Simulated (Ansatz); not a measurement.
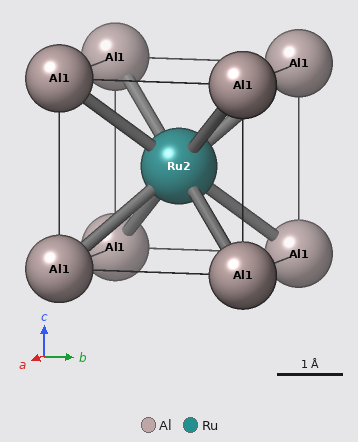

Fig. 1: The structure as given in the input (ball-and-stick view of the cell of the calculation, seen slightly off an axis; atoms are numbered from 1 in the order of the input). Near neighbours in the crystal (not all of them lie inside the picture): Al has 8 Ru at 2.59 Å; Ru has 8 Al at 2.59 Å.

Geometry relaxation of AlRu (part 1 of 2)

AlRu (Pm-3m, 2 atoms in the cell), computed with DFT PBE, scalar-relativistic, plane waves, PAW, no spin polarisation (Ansatz 0.2.0).

The structure derives from an entry of the Crystallography Open Database. Figures and captions count atoms from 1; the log counts them from 0 in places.

## Output
```
Engine: ansatz 0.2.0, x86_64-unknown-linux-gnu
Pseudopotentials: kind: paw
Pseudopotential: Al, paw, valence charge 3, recommended cutoff 420 eV (normal), Al.paw.azcp
Pseudopotential: Ru, paw, valence charge 16, recommended cutoff 420 eV (normal), Ru.paw.azcp
Functional definition: PBE
  parameter kappa = 0.804
  parameter beta = 0.06672455060314922
  exchange = pbe_x(kappa = kappa, mu = beta*pi^2/3)
  correlation = pbe_c(beta = beta)
Crystal: 2 atoms, lattice volume = 26.774 Å³
Basis set: ecut = 420 eV, 485 PW (Γ), exchange–correlation on 40×40×40 points (8 copies of the dense FFT grid, shifted against one another)
Bands: 14, of which v1, the nominal top of the filled ones, is band 10 counted from 1 (9 counted from 0)
Symmetry: 48 space group operations
Space group: Pm-3m (ITA 221), of the structure as read, at distance tolerance 3.0e-5 Å
k-points: 120 of 2744
Non-local potential: Al, projectors of the file, l = 0: 2, l = 1: 2, l = 2: 1
Non-local potential: Ru, projectors of the file, l = 0: 3, l = 1: 2, l = 2: 2, l = 3: 1
PAW form: soft (Blöchl's): semilocal exchange-correlation on the pseudo side does not see the compensation charge
PAW one-centre angular grid: Al, 110 points (default); XC on 64 Gauss nodes
PAW one-centre angular grid: Ru, 590 points (default); XC on 64 Gauss nodes
Initial density: superposition of atomic densities (neutral atoms: chi_scale 0, normalization atom), corrected by the library's trained network
Initial wavefunctions: pseudopotential atomic-orbital guess
Functional: x = pbe(κ = 0.804, μ = 0.2195149727645171), c = pbe(β = 0.06672455060314922)
SCF iter   1: F=—  HF=-6417.464988 eV  |F-HF|=—  |Δ(HF+E_count)|=         —  Δρ=3.59e-3  dr2=3.26e-3  ethr=1.77e-3  ⟨swp⟩=5.0  Hψ=8840  notcnv=0
preconditioner: auto → none  [metal: Δε(μ)=0.023 eV  Ē_g=8.879 eV  σ=0.100 eV  W_gap=0.13  n_scr=6 (ndim 8)  ℏωp=23.8 eV  f_vac=0.000  D(μ)=1.92/eV (n_scr^D=18)  sad-step TF]
SCF iter   2: F=—  HF=-6417.464466 eV  |F-HF|=—  |Δ(HF+E_count)|=   5.22e-4  Δρ=2.13e-3  dr2=1.37e-3  ethr=1.72e-5  ⟨swp⟩=2.1  Hψ=2866  notcnv=0
SCF iter   3: F=—  HF=-6417.464204 eV  |F-HF|=—  |Δ(HF+E_count)|=   2.61e-4  Δρ=2.82e-4  dr2=1.54e-5  ethr=7.18e-6  ⟨swp⟩=2.0  Hψ=2116  notcnv=0
SCF iter   4: F=—  HF=-6417.464096 eV  |F-HF|=—  |Δ(HF+E_count)|=   1.08e-4  Δρ=8.73e-5  dr2=1.15e-6  ethr=8.09e-8  ⟨swp⟩=2.1  Hψ=2214  notcnv=0
iter 5 did not close the SCF: its close was put off for the readings that it lacked (scf_convergence_deferred on its scf_iter line)
SCF iter   5: F=-6417.464096 eV  HF=-6417.464096 eV  |F-HF|=5.86e-9  |Δ(HF+E_count)|=   8.59e-8  Δρ=1.29e-5  dr2=1.30e-8  ethr=6.06e-9  ⟨swp⟩=2.3  Hψ=2656  notcnv=0
SCF iter   6: F=-6417.464096 eV  HF=-6417.464096 eV  |F-HF|=1.00e-10  |Δ(HF+E_count)|=   2.18e-9  Δρ=2.18e-6  dr2=2.93e-10  ethr=6.85e-11  ⟨swp⟩=5.1  Hψ=8596  notcnv=0
SCF 1 converged in 6 iterations: F = -6417.464096 eV  dr2 = 2.93e-10
  greatest PAW one-centre occupation: 0.998 electrons in one spin orbital (limit 2), on the Ru atom at site 1 (counted from 0), in its partial waves of l = 0
relax step   1: F+E_penalty+E_count = -6417.46409635 eV  Δ(F+E_penalty+E_count) = +0.000e0 eV  max|allowed force component| = 1.404e-28 eV/Å  Δτ_max = 0.0000 Å  P = +2.601 GPa  Ω = 26.774 Å³  (6 SCF iters, dr2 threshold 1.00e-7 eV, accepted)
Crystal: 2 atoms, lattice volume = 27.188 Å³
Basis set: ecut = 420 eV, 515 PW (Γ), exchange–correlation on 40×40×40 points (8 copies of the dense FFT grid, shifted against one another)
Initial density: handed on by an earlier stage of this run
Initial wavefunctions: those handed on with the density
iter 1 solved again at ethr=6.41e-6 eV; its pass at ethr=3.10e-3 eV (dr2=1.22e-3 eV) is discarded
SCF iter   1: F=—  HF=-6417.466909 eV  |F-HF|=—  |Δ(HF+E_count)|=         —  Δρ=1.83e-3  dr2=1.29e-3  ethr=6.41e-6  ⟨swp⟩=1.9  Hψ=10468  notcnv=0
preconditioner: auto → none  [metal: Δε(μ)=0.012 eV  Ē_g=8.772 eV  σ=0.100 eV  W_gap=0.07  n_scr=6 (ndim 8)  ℏωp=23.6 eV  f_vac=0.000  D(μ)=1.98/eV (n_scr^D=26)]
SCF iter   2: F=—  HF=-6417.466639 eV  |F-HF|=—  |Δ(HF+E_count)|=   2.70e-4  Δρ=6.29e-4  dr2=1.33e-4  ethr=6.41e-6  ⟨swp⟩=1.4  Hψ=1853  notcnv=0
SCF iter   3: F=—  HF=-6417.466465 eV  |F-HF|=—  |Δ(HF+E_count)|=   1.74e-4  Δρ=1.14e-4  dr2=3.71e-6  ethr=6.99e-7  ⟨swp⟩=1.9  Hψ=2083  notcnv=0
iter 4 did not close the SCF: its close was put off for the readings that it lacked (scf_convergence_deferred on its scf_iter line)
SCF iter   4: F=-6417.466464 eV  HF=-6417.466464 eV  |F-HF|=1.42e-8  |Δ(HF+E_count)|=   6.23e-7  Δρ=1.35e-5  dr2=1.05e-8  ethr=1.95e-8  ⟨swp⟩=2.2  Hψ=2209  notcnv=0
iter 5 did not close the SCF: its close was put off for the readings that it lacked (scf_convergence_deferred on its scf_iter line)
SCF iter   5: F=-6417.466464 eV  HF=-6417.466464 eV  |F-HF|=1.63e-10  |Δ(HF+E_count)|=   1.65e-8  Δρ=1.16e-6  dr2=2.15e-10  ethr=5.54e-11  ⟨swp⟩=2.1  Hψ=2645  notcnv=0
SCF iter   6: F=-6417.466464 eV  HF=-6417.466464 eV  |F-HF|=9.09e-13  |Δ(HF+E_count)|=  1.91e-11  Δρ=2.52e-7  dr2=4.06e-12  ethr=1.13e-12  ⟨swp⟩=4.0  Hψ=7322  notcnv=0
SCF 2 converged in 6 iterations: F = -6417.466464 eV  dr2 = 4.06e-12
relax step   2: F+E_penalty+E_count = -6417.46646422 eV  Δ(F+E_penalty+E_count) = -2.368e-3 eV  max|allowed force component| = 5.810e-30 eV/Å  Δτ_max = 0.0000 Å  P = -0.589 GPa  Ω = 27.188 Å³  energy of the carried Pulay correction = -1.749e-4 eV  (6 SCF iters, dr2 threshold 2.00e-7 eV, accepted)
Crystal: 2 atoms, lattice volume = 27.110 Å³
iter 1 solved again at ethr=2.54e-7 eV; its pass at ethr=3.10e-3 eV (dr2=4.82e-5 eV) is discarded
SCF iter   1: F=—  HF=-6417.466786 eV  |F-HF|=—  |Δ(HF+E_count)|=         —  Δρ=3.48e-4  dr2=4.67e-5  ethr=2.54e-7  ⟨swp⟩=2.1  Hψ=9160  notcnv=0
preconditioner: auto → none  [metal: Δε(μ)=0.017 eV  Ē_g=8.782 eV  σ=0.100 eV  W_gap=0.10  n_scr=6 (ndim 8)  ℏωp=23.7 eV  f_vac=0.000  D(μ)=1.97/eV (n_scr^D=18)]
SCF iter   2: F=—  HF=-6417.466643 eV  |F-HF|=—  |Δ(HF+E_count)|=   1.43e-4  Δρ=1.13e-4  dr2=4.13e-6  ethr=2.46e-7  ⟨swp⟩=1.6  Hψ=1939  notcnv=0
iter 3 did not close the SCF: its close was put off for the readings that it lacked (scf_convergence_deferred on its scf_iter line)
SCF iter   3: F=-6417.466642 eV  HF=-6417.466642 eV  |F-HF|=1.11e-7  |Δ(HF+E_count)|=   1.11e-6  Δρ=2.29e-5  dr2=1.52e-7  ethr=2.18e-8  ⟨swp⟩=1.7  Hψ=2006  notcnv=0
iter 4 did not close the SCF: its close was put off for the readings that it lacked (scf_convergence_deferred on its scf_iter line)
SCF iter   4: F=-6417.466642 eV  HF=-6417.466642 eV  |F-HF|=4.92e-10  |Δ(HF+E_count)|=   2.92e-8  Δρ=2.55e-6  dr2=4.13e-10  ethr=8.00e-10  ⟨swp⟩=2.2  Hψ=2194  notcnv=0
iter 5 did not close the SCF: its close was put off for the readings that it lacked (scf_convergence_deferred on its scf_iter line)
SCF iter   5: F=-6417.466642 eV  HF=-6417.466642 eV  |F-HF|=5.46e-12  |Δ(HF+E_count)|=  5.12e-10  Δρ=2.61e-7  dr2=6.70e-12  ethr=2.17e-12  ⟨swp⟩=2.1  Hψ=2676  notcnv=0
SCF iter   6: F=-6417.466642 eV  HF=-6417.466642 eV  |F-HF|=1.82e-12  |Δ(HF+E_count)|=  1.82e-12  Δρ=4.55e-8  dr2=1.74e-13  ethr=1.00e-12  ⟨swp⟩=3.8  Hψ=6327  notcnv=0
SCF 3 converged in 6 iterations: F = -6417.466642 eV  dr2 = 1.74e-13
relax step   3: F+E_penalty+E_count = -6417.46664221 eV  Δ(F+E_penalty+E_count) = -1.780e-4 eV  max|allowed force component| = 1.594e-30 eV/Å  Δτ_max = 0.0000 Å  P = -0.012 GPa  Ω = 27.110 Å³  energy of the carried Pulay correction = -1.424e-4 eV  (6 SCF iters, dr2 threshold 2.00e-7 eV, accepted)
Basis set: ecut = 420 eV, 515 PW (Γ), exchange–correlation on 48×48×48 points (8 copies of the dense FFT grid, shifted against one another)
Initial wavefunctions: pseudopotential atomic-orbital guess (no wavefunctions were taken with the density)
iter 1 solved again at ethr=8.24e-9 eV; its pass at ethr=3.10e-3 eV (dr2=1.57e-6 eV) is discarded
SCF iter   1: F=—  HF=-6417.466808 eV  |F-HF|=—  |Δ(HF+E_count)|=         —  Δρ=2.79e-5  dr2=3.34e-8  ethr=8.24e-9  ⟨swp⟩=3.0  Hψ=13353  notcnv=0
preconditioner: auto → none  [metal: Δε(μ)=0.015 eV  Ē_g=8.783 eV  σ=0.100 eV  W_gap=0.09  n_scr=6 (ndim 8)  ℏωp=23.7 eV  f_vac=0.000  D(μ)=1.97/eV (n_scr^D=26)]
SCF iter   2: F=—  HF=-6417.466788 eV  |F-HF|=—  |Δ(HF+E_count)|=   2.05e-5  Δρ=1.32e-5  dr2=6.00e-9  ethr=1.76e-10  ⟨swp⟩=2.1  Hψ=2682  notcnv=0
SCF iter   3: F=—  HF=-6417.466788 eV  |F-HF|=—  |Δ(HF+E_count)|=   1.64e-8  Δρ=2.46e-6  dr2=2.17e-10  ethr=3.16e-11  ⟨swp⟩=2.2  Hψ=2799  notcnv=0
iter 4 did not close the SCF: its close was put off for the readings that it lacked (scf_convergence_deferred on its scf_iter line)
SCF iter   4: F=-6417.466788 eV  HF=-6417.466788 eV  |F-HF|=5.46e-12  |Δ(HF+E_count)|=  7.57e-10  Δρ=2.68e-7  dr2=7.23e-12  ethr=1.14e-12  ⟨swp⟩=2.2  Hψ=2769  notcnv=0
iter 5 did not close the SCF: its close was put off for the readings that it lacked (scf_convergence_deferred on its scf_iter line)
SCF iter   5: F=-6417.466788 eV  HF=-6417.466788 eV  |F-HF|=0.00e0  |Δ(HF+E_count)|=  9.09e-12  Δρ=1.97e-8  dr2=5.17e-14  ethr=1.00e-12  ⟨swp⟩=1.0  Hψ=1680  notcnv=0
iter 6 did not close the SCF: its close was put off for the readings that it lacked (scf_convergence_deferred on its scf_iter line)
SCF iter   6: F=-6417.466788 eV  HF=-6417.466788 eV  |F-HF|=0.00e0  |Δ(HF+E_count)|=  1.82e-12  Δρ=3.32e-9  dr2=2.19e-15  ethr=1.00e-12  ⟨swp⟩=1.0  Hψ=1680  notcnv=0
iter 7 did not close the SCF: its close was put off for the readings that it lacked (scf_convergence_deferred on its scf_iter line)
SCF iter   7: F=-6417.466788 eV  HF=-6417.466788 eV  |F-HF|=2.73e-12  |Δ(HF+E_count)|=  2.73e-12  Δρ=7.03e-10  dr2=1.68e-16  ethr=1.00e-12  ⟨swp⟩=1.0  Hψ=1680  notcnv=0
SCF iter   8: F=-6417.466788 eV  HF=-6417.466788 eV  |F-HF|=9.09e-13  |Δ(HF+E_count)|=  1.82e-12  Δρ=1.55e-10  dr2=8.10e-18  ethr=1.00e-12  ⟨swp⟩=2.0  Hψ=4565  notcnv=0
SCF 4 converged in 8 iterations: F = -6417.466788 eV  dr2 = 8.10e-18
relax step   4: F+E_penalty+E_count = -6417.46678755 eV  Δ(F+E_penalty+E_count) = -1.453e-4 eV  max|allowed force component| = 2.679e-30 eV/Å  Δτ_max = 0.0000 Å  P = -0.011 GPa  Ω = 27.110 Å³  stress off target by 1.12e-2 GPa  SCF on the basis re-selected at this cell (its energy is not comparable with the rows above)  (8 SCF iters)
```

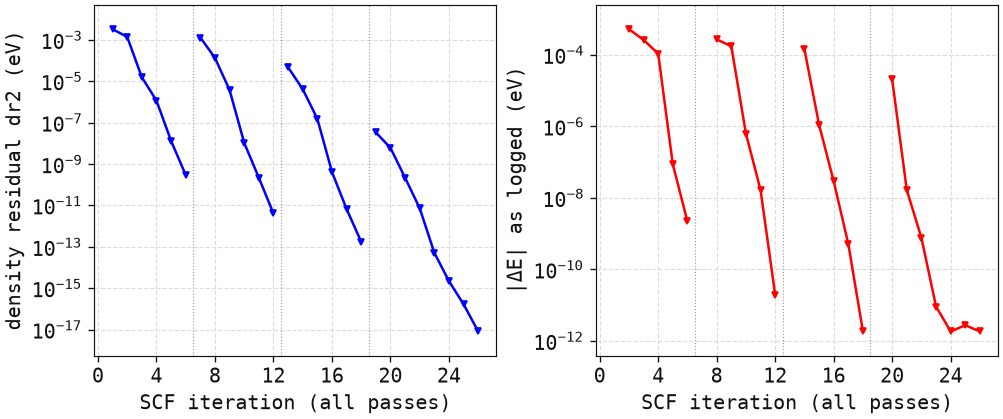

Fig. 2: Convergence of the self-consistent field: density residual dr2 and size of the energy change against the SCF iteration. The dotted lines part the SCF passes of the relaxation: geometry steps, rejected trials and re-solves on a re-selected basis. The passes take 6, 6, 6 and 8 iterations.

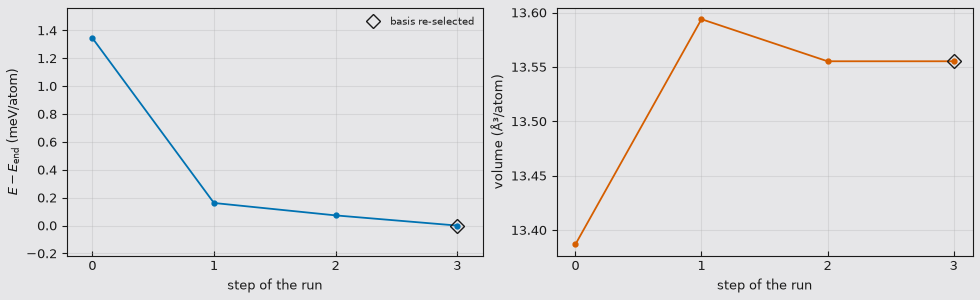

Fig. 3: Progress of the relaxation, step by step (the first geometry is step 0 here and step 1 in the log). No atom moves by more than 0.005 Å relative to the cell. The volume changes by +1.3 %, with a = b = c 2.992 → 3.004 Å (+0.4 %). Among the contacts that change: Al1–Ru2 2.591 → 2.602 Å. The space group stays Pm-3m (No. 221). Over 2 geometry steps the energy falls by 1.3 meV per atom. All forces vanish by symmetry, so only the cell relaxes. The pressure goes from 2.60 to −0.01 GPa. A last SCF at the same geometry on a re-selected plane-wave basis shifts the energy by −0.1 meV per atom. (Atoms are counted from 1 in the order of the input.)
